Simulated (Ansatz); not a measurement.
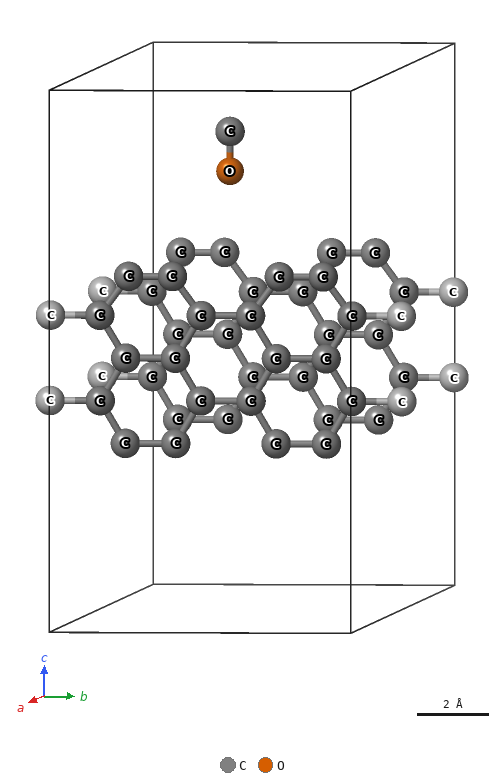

The structure as given in the input (ball-and-stick view of the cell of the calculation, with the vacuum cut short, seen slightly off an axis; neighbours outside the cell are drawn fainter). An atom can appear more than once, as a periodic image.

## C₄₁O: single-point calculation (part 1 of 2)

- system: C₄₁O (slab, 42 atoms in the cell)
- method: DFT PBE+D3(BJ), scalar-relativistic, plane waves, PAW, PAW set soft_1, no spin polarisation (Ansatz 0.2.0)

The structure derives from an entry of the Crystallography Open Database.

Output:
```
Engine: ansatz 0.2.0, aarch64-unknown-linux-gnu
Pseudopotentials: kind: paw
Pseudopotential: C, paw, valence charge 4, recommended cutoff 420 eV (normal), [file]
Pseudopotential: O, paw, valence charge 6, recommended cutoff 420 eV (normal), [file]
Functional definition: PBE
  parameter kappa = 0.804
  parameter beta = 0.06672455060314922
  exchange = pbe_x(kappa = kappa, mu = beta*pi^2/3)
  correlation = pbe_c(beta = beta)
Crystal: 42 atoms, lattice volume = 1352.386 Å³
Basis set: ecut = 420 eV, 26433 PW (Γ), exchange–correlation on 100×120×320 points (8 copies of the dense FFT grid, shifted against one another)
Bands: 127, of which v1, the nominal top of the filled ones, is band 85 counted from 1 (84 counted from 0)
Symmetry: 1 space group operations
Space group: P1 (ITA 1), of the structure as read, at distance tolerance 1.1e-4 Å
k-points: 10 of 16 (time reversal used)
Non-local potential: C, projectors of the file, l = 0: 2, l = 1: 2, l = 2: 1
Non-local potential: O, projectors of the file, l = 0: 2, l = 1: 2, l = 2: 1
PAW form: soft (Blöchl's): semilocal exchange-correlation on the pseudo side does not see the compensation charge
PAW one-centre angular grid: C, 110 points (default); XC on 64 Gauss nodes
PAW one-centre angular grid: O, 110 points (default); XC on 64 Gauss nodes
Initial wavefunctions: pseudopotential atomic-orbital guess
Functional: x = pbe(κ = 0.804, μ = 0.2195149727645171), c = pbe(β = 0.06672455060314922)
SCF iter   1: F=—  HF=-10844.462823 eV  |F-HF|=—  |Δ(HF+E_count)|=         —  Δρ=6.94e-2  dr2=6.22e1  ethr=3.10e-3  p=-0.000 e·Å  D=-5.48e-7 V/Å  ΔV_dip=0.00 eV  dr2_dipole=6.19e-2  V_vac-E_F(+/−)=8.34/8.34 eV  ⟨swp⟩=7.0  Hψ=6318  notcnv=0  defer=149
efield: sawtooth ramp at fractional position 0.8337 (placed from the atoms, in the widest stretch of the axis that holds none; the zero of the levels goes with the place), width 0.0400; the density the first Hamiltonian is built on has a dipole p = -0.000 e·Å; the dipole correction subtracts the counter field D = -5.48e-7 V/Å, which shifts the + side's vacuum level by +0.00 eV against the − side's; the planar-averaged density in the ramp window peaks in size at 6.9e-7 e/Å³
preconditioner: auto → LDOS  [insulator: Δε(μ)=0.049 eV  Ē_g=14.020 eV  σ=0.050 eV  W_gap=0.51  n_scr=168 (ndim 8)  ℏωp=13.1 eV  f_vac=0.619  D(μ)=6.18/eV (n_scr^D=12)  ε∞_Penn≈1.9  β→1.0]
SCF iter   2: F=—  HF=-10828.707146 eV  |F-HF|=—  |Δ(HF+E_count)|=    1.58e1  Δρ=4.36e-2  dr2=2.85e1  ethr=3.10e-3  p=1.082 e·Å  D=1.45e-1 V/Å  ΔV_dip=-3.41 eV  dr2_dipole=5.81e-1  V_vac-E_F(+/−)=3.17/6.58 eV  ⟨swp⟩=4.0  Hψ=3421  notcnv=0  defer=348
SCF iter   3: F=—  HF=-10824.071231 eV  |F-HF|=—  |Δ(HF+E_count)|=    4.64e0  Δρ=3.42e-2  dr2=1.57e1  ethr=3.10e-3  p=-0.018 e·Å  D=-2.46e-3 V/Å  ΔV_dip=0.06 eV  dr2_dipole=3.64e-3  V_vac-E_F(+/−)=6.88/6.82 eV  ⟨swp⟩=4.0  Hψ=3448  notcnv=0  defer=338
SCF iter   4: F=—  HF=-10820.185560 eV  |F-HF|=—  |Δ(HF+E_count)|=    3.89e0  Δρ=5.22e-3  dr2=5.93e-1  ethr=3.10e-3  p=0.274 e·Å  D=3.66e-2 V/Å  ΔV_dip=-0.86 eV  dr2_dipole=1.18e-2  V_vac-E_F(+/−)=5.94/6.80 eV  ⟨swp⟩=3.1  Hψ=2624  notcnv=0  defer=338
SCF iter   5: F=—  HF=-10820.083274 eV  |F-HF|=—  |Δ(HF+E_count)|=   1.02e-1  Δρ=1.15e-3  dr2=3.74e-2  ethr=3.49e-4  p=0.342 e·Å  D=4.57e-2 V/Å  ΔV_dip=-1.08 eV  dr2_dipole=7.19e-3  V_vac-E_F(+/−)=5.59/6.66 eV  ⟨swp⟩=2.0  Hψ=2348  notcnv=0  defer=338
SCF iter   6: F=—  HF=-10820.081148 eV  |F-HF|=—  |Δ(HF+E_count)|=   2.13e-3  Δρ=5.31e-4  dr2=1.04e-2  ethr=2.20e-5  p=0.321 e·Å  D=4.29e-2 V/Å  ΔV_dip=-1.01 eV  dr2_dipole=2.81e-3  V_vac-E_F(+/−)=5.57/6.59 eV  ⟨swp⟩=2.0  Hψ=1527  notcnv=0  defer=338
SCF iter   7: F=—  HF=-10820.080140 eV  |F-HF|=—  |Δ(HF+E_count)|=   1.01e-3  Δρ=2.39e-4  dr2=2.58e-3  ethr=6.11e-6  p=0.299 e·Å  D=4.00e-2 V/Å  ΔV_dip=-0.94 eV  dr2_dipole=7.83e-4  V_vac-E_F(+/−)=5.61/6.55 eV  ⟨swp⟩=2.0  Hψ=1770  notcnv=0  defer=338
SCF iter   8: F=—  HF=-10820.079930 eV  |F-HF|=—  |Δ(HF+E_count)|=   2.10e-4  Δρ=8.12e-5  dr2=3.66e-4  ethr=1.52e-6  p=0.287 e·Å  D=3.84e-2 V/Å  ΔV_dip=-0.91 eV  dr2_dipole=1.14e-4  V_vac-E_F(+/−)=5.62/6.53 eV  ⟨swp⟩=2.0  Hψ=1433  notcnv=0  defer=338
SCF iter   9: F=—  HF=-10820.079928 eV  |F-HF|=—  |Δ(HF+E_count)|=   2.28e-6  Δρ=3.33e-5  dr2=5.33e-5  ethr=2.15e-7  p=0.283 e·Å  D=3.78e-2 V/Å  ΔV_dip=-0.89 eV  dr2_dipole=9.01e-6  V_vac-E_F(+/−)=5.63/6.52 eV  ⟨swp⟩=2.0  Hψ=1530  notcnv=0  defer=338
SCF iter  10: F=—  HF=-10820.080047 eV  |F-HF|=—  |Δ(HF+E_count)|=   1.19e-4  Δρ=1.53e-5  dr2=6.11e-6  ethr=3.13e-8  p=0.282 e·Å  D=3.77e-2 V/Å  ΔV_dip=-0.89 eV  dr2_dipole=4.85e-7  V_vac-E_F(+/−)=5.63/6.52 eV  ⟨swp⟩=2.0  Hψ=1463  notcnv=0  defer=338
SCF iter  11: F=—  HF=-10820.080049 eV  |F-HF|=—  |Δ(HF+E_count)|=   1.48e-6  Δρ=3.37e-6  dr2=2.44e-7  ethr=3.59e-9  p=0.282 e·Å  D=3.77e-2 V/Å  ΔV_dip=-0.89 eV  dr2_dipole=1.95e-8  V_vac-E_F(+/−)=5.63/6.52 eV  ⟨swp⟩=2.0  Hψ=1769  notcnv=0  defer=338
SCF iter  12: F=-10820.080049 eV  HF=-10820.080049 eV  |F-HF|=3.54e-8  |Δ(HF+E_count)|=   2.01e-7  Δρ=1.74e-6  dr2=7.31e-8  ethr=5.88e-11  p=0.282 e·Å  D=3.77e-2 V/Å  ΔV_dip=-0.89 eV  dr2_dipole=1.89e-9  V_vac-E_F(+/−)=5.63/6.52 eV  ⟨swp⟩=38.0  Hψ=15504  notcnv=0
SCF 1 converged in 12 iterations: F = -10820.080049 eV  dr2 = 7.31e-8
  greatest PAW one-centre occupation: 0.892 electrons in one spin orbital (limit 2), on the O atom at site 40 (counted from 0), in its partial waves of l = 0
```

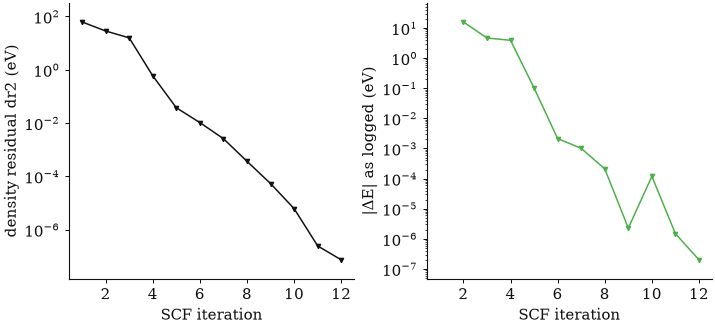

Convergence of the self-consistent field: density residual dr2 and size of the energy change against the SCF iteration. The residual falls at every step.

```
WARN: The output density's exchange-correlation potential varies sharply where the density is thin. Do not read a vacuum level from v_tot or v_xc, or from such a field of the output density. On a cell that repeats whose density bears no net charge and no dipole along the vacuum's axis use v_es (v_loc + v_h of the components); under efield.dipole_correction with no amplitude use v_es + v_field, which holds any external_charges[].barrier, or the levels of the report's work_function block, which leave it out; under a non-zero efield.amplitude the vacuum is tilted and has no level; on a cell that repeats and bears such a dipole with no correction it is tilted too, and efield.dipole_correction with no amplitude gives each side of its ramp a level where efield: is served; in a cell that repeats whose density bears a net charge (total_charge, or a fill off its count) it is curved and has none; of a slab under crystal.periodic whose density bears no net charge use v_es, which has a level on each side, short of where the two are joined; of another it falls or rises all the way out and has none; of a slab beside external_charges read slab_vacuum_level instead, which it has where they leave it neutral. The grid or the basis barely resolves most such structure, and the values can differ between equally converged runs; as a rule a tighter scf.convergence.dr2_threshold does not remove it. Where the density itself ripples (under the LDA too) a higher basis.ecutwfc lessens it. The files hold the spikes' plane waves up to the density's cutoff. Files: v_tot_of_output_density and the like, and their columns of v_z.tsv (output.write_potential); v_xc_of_output_density and the like, and their columns of v_comp_z.tsv (output.write_potential_components). Measured: with its Gaussian average of σ = 0.25 Å subtracted twice, the exchange-correlation potential is over 0.1 eV at 507 of the grid points where the equally averaged density (valence and model cores) is under 1e-3 e/Å³, and 0.412 eV at the most among them, at an averaged density of 9.3e-4 e/Å³. The input density's (outcome.potential() and, of a run that writes arrays, v_tot and v_xc) is over 0.1 eV, so measured, at 501 points of its own thin density, 0.412 eV at the most. See output.write_potential in the manual, Limitations
SCF converged after 12 iterations
Free energy (F): -10820.080049 eV
Harris-Foulkes:  -10820.080049 eV  (|F-HF|=3.54e-8)
Internal energy: -10820.064289 eV  (E = F + TS)
E sigma→0 (E₀):  -10820.072169 eV
Entropy (-TS):   -0.015760 eV (-0.375 meV/atom)
Fermi energy:    -2.560212 eV
Dipole field:    D = 0.037701 V/Å  (p = 0.281768 e·Å, saw-weighted, corrected)
Work function:   Φ+ = 5.6277 eV   Φ− = 6.5167 eV
Levels:          The Fermi level and band energies are counted from a zero that moves with the ramp; work functions are not
--- Per-component energies (eV) ---
  E_band       = -1816.992244
  E_kinetic    = 3713.157254
  E_local      = -93879.697075  (includes V_loc(G=0)·N_el)
  E_nonlocal   = 1025.894726
  E_hartree    = 45042.006864
  E_xc         = -1958.885426
  E_vxc        = -2410.657300  (∫ρ·V_xc dr)
  E_paw        = -4262.484182  (= ΣΔE_a)
  E_vpaw       = -359.770851  (= ΣTr[D̂ρ^β])
  E_aug_tail   = 0.001446  (compensation charges beyond the density's cutoff)
  E_efield     = 0.005311  (sawtooth field / dipole correction)
  E_vefield    = 10.062240  (∫n·V_field dr)
  E_ewald      = 39504.701927
  E_disp       = -4.765135  (pairwise vdW)
  E_smearing   = -0.015760  (= −TS)
  E_closure    = -0.000000  (closes the sum)
  Σ components = -10820.080049   (vs F -10820.080049, Δ=0.00e0)
--- Forces (eV/Å), atoms counted from 1 ---
  atom   1  C     -2.59003818     6.09293470     1.14095145
  atom   2  C     -2.58443985     6.09260496     1.14188008
  atom   3  C     -2.58324497     6.09231909     1.14115919
  atom   4  C     -2.58911787     6.09075490     1.14174033
  atom   5  C      2.58982754    -6.09331346     1.14097275
  atom   6  C      2.58386629    -6.09264936     1.14205338
  atom   7  C      2.58358060    -6.09296989     1.14176256
  atom   8  C      2.58912363    -6.08999082     1.14111546
  atom   9  C     -0.16196938     0.37807036    -1.15139112
  atom  10  C     -0.16088007     0.37927090    -1.15430258
  atom  11  C     -0.16104944     0.37934324    -1.15233832
  atom  12  C     -0.16288863     0.37718832    -1.15312716
  atom  13  C      0.16378466    -0.37494382    -1.15220472
  atom  14  C      0.16117647    -0.37914925    -1.15351797
  atom  15  C      0.15999019    -0.37873834    -1.15314900
  atom  16  C      0.16259498    -0.37871908    -1.15228443
  atom  17  C     -0.00021497    -0.00810117     0.00719010
  atom  18  C     -0.00352004    -0.00424295     0.01288681
  atom  19  C     -0.00281323    -0.00652163     0.01314368
  atom  20  C     -0.00483248    -0.00424379     0.01222385
  atom  21  C      0.00706447     0.00309135     0.00867566
  atom  22  C      0.00363722     0.00392414     0.01388583
  atom  23  C      0.00299689     0.00374293     0.01278056
  atom  24  C      0.00192266     0.00727212     0.01238590
  atom  25  C      0.01093391     0.00503731     0.00944797
  atom  26  C      0.00200718     0.00622849    -0.01401978
  atom  27  C      0.00077495     0.00917097    -0.00261478
  atom  28  C      0.00928514     0.00120560    -0.01391330
  atom  29  C     -0.01842363     0.00963269    -0.00998466
  atom  30  C     -0.00592229    -0.00699711    -0.01373847
  atom  31  C     -0.00381368    -0.00170720    -0.01403860
  atom  32  C     -0.00595007    -0.01111681     0.00131176
  atom  33  C      0.00359130    -0.01041788     0.00856253
  atom  34  C      0.00892168    -0.01300764     0.01542254
  atom  35  C      0.00265094    -0.00614391     0.02259729
  atom  36  C      0.01208465     0.01427003    -0.00965067
  atom  37  C     -0.03303161    -0.03569912    -0.04979758
  atom  38  C     -0.00751129     0.01149684     0.01291333
  atom  39  C      0.00336337    -0.00036882    -0.00113881
  atom  40  C     -0.01089829     0.00086643     0.02486283
  atom  41  O      0.02981481     0.03276206     1.57750815
  atom  42  C     -0.00242825    -0.00214902    -1.54582628
  max |Σ_I F_I| component: 3.96e-4 eV/Å
--- Band table (eV; the first three rows and the last of 10) ---
  k-point 0: bands = ["-26.1086", "-21.3283", "-21.0483", "-19.9535", "-19.8286", "-19.6984", "-19.5694", "-19.4783", "-19.2214", "-18.2251", "-18.1082", "-17.8240", "-17.7033", "-16.7648", "-16.5695", "-16.0150", "-15.9793", "-15.9116", "-15.8647", "-15.3356", "-15.3102", "-14.4227", "-14.4017", "-14.2722", "-14.1803", "-13.9103", "-13.8235", "-12.6081", "-12.5482", "-11.3621", "-11.3539", "-11.2799", "-11.2760", "-11.2264", "-11.1146", "-11.1044", "-10.5964", "-10.5710", "-10.1688", "-10.1475", "-10.0547", "-9.6898", "-9.6351", "-8.9297", "-8.9277", "-8.7513", "-8.7455", "-8.7357", "-8.6933", "-8.6553", "-8.6089", "-8.1978", "-8.1498", "-7.9662", "-7.8446", "-7.8175", "-7.8091", "-7.7820", "-7.7247", "-7.3933", "-7.3073", "-7.1110", "-6.9841", "-6.4344", "-6.2920", "-6.1553", "-6.1182", "-5.4882", "-5.3431", "-5.3388", "-4.8304", "-4.7423", "-4.6502", "-4.6216", "-4.3528", "-4.0679", "-3.9777", "-3.9321", "-3.8828", "-3.6685", "-3.4944", "-3.4252", "-3.3636", "-2.7652", "-2.5911", "-2.5211", "-1.9818", "-1.9197", "-1.8236", "-1.6282", "-1.4761", "-1.3311", "-1.3122", "-0.8560", "-0.6692", "-0.5096", "-0.3597", "0.0637", "0.7245", "0.7387", "0.8005", "1.2779", "1.4040", "1.8395", "1.9176", "2.4204", "2.5103", "2.9452", "3.0132", "3.2690", "3.5611", "4.0002", "4.1369", "4.2146", "4.4371", "4.6321", "4.6983", "4.7157", "4.8713", "4.9626", "5.2036", "5.3259", "5.4863", "5.5170", "5.6335", "5.6505", "5.7314"]
```
